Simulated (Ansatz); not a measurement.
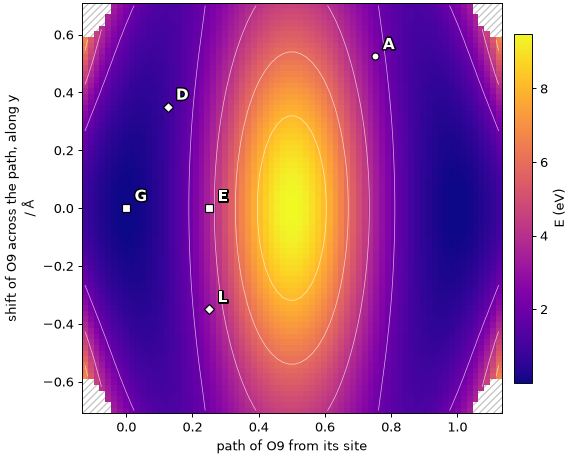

MgO (Pm-3n phase) with one O vacancy (11 atoms in the cell). An atom moved over a plane that holds its own site and a neighbouring vacancy (x along [0 0 1], y along [0 1 0], z along [−1 0 0] of the conventional cell). Coordinates scanned: (1) path of O9 from its site (0) to the vacancy (1), 2.795 Å; (2) shift of O9 across the path, along y. Nothing is relaxed (all other atoms held at the sites of the perfect crystal). The scan uses an 11 × 9 grid; 28 points were computed and 67 follow by symmetry. At 4 points there is no value (left out of the scan, as a rule where atoms come close). Points are written as (first, second). Energies are in eV per cell, from the lowest grid point. The calculation used DFT PBEsol, scalar-relativistic, plane waves, PAW (Ansatz 0.2.0). Settings: cutoff 420 eV, k-mesh 4×4×4, gaussian smearing 0.05 eV, no spin polarisation.

In the figure: a smooth colour map with a few white contour lines, hatched blanks where no value was computed, lettered points. Between grid points the surface is interpolated.

**What kind of point is each of A, E, G, L: minimum, saddle, maximum or slope?**

A: on a slope; E: on a slope; G: minimum; L: on a slope. (In these two coordinates alone; a stationary point may lie a little off the grid point.)

**Rank the lettered points by energy, lowest first.**

G (0.0 eV), D (0.9 eV), A (2.5 eV), L (3.0 eV), E (3.5 eV).

PAW datasets: the set soft_1.
